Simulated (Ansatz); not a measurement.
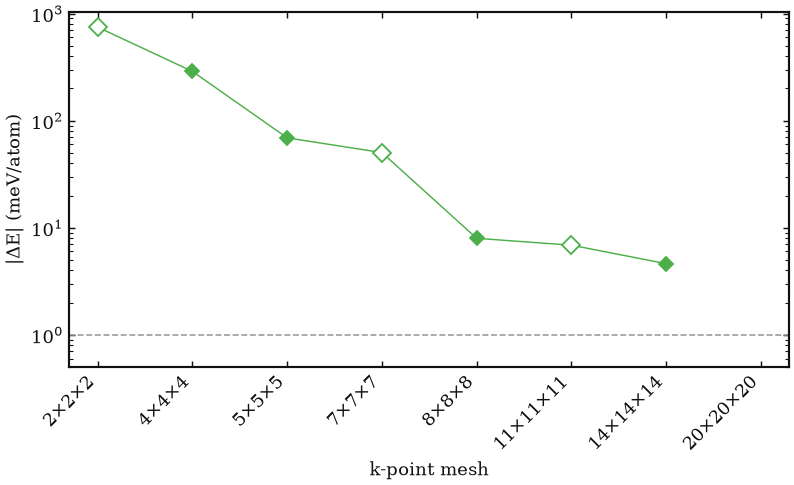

Convergence test: the k-point mesh is varied and all else is held.
System: Al (Fm-3m, 1 atom in the cell).
Method: DFT, r2SCAN, plane waves (500 eV) with PAW, scalar-relativistic (Ansatz 0.2.0); Fermi–Dirac smearing of 0.1 eV.
ΔE is the free energy less its value at the densest setting, 20×20×20.
Dashed lines or grey bands mark the tolerance: 1 meV/atom.
On logarithmic panels, open markers lie below the reference value and filled ones above.

**What is enough for the free energy to 1 meV/atom?**

The free energy at the last setting but one, 14×14×14, is still more than 1 meV/atom from the densest setting's value, so the scan doesn't show it converged. It is off by 750 meV/atom at 2×2×2, 50 meV/atom at 7×7×7 and 4.6 meV/atom at 14×14×14 (on both sides of it).
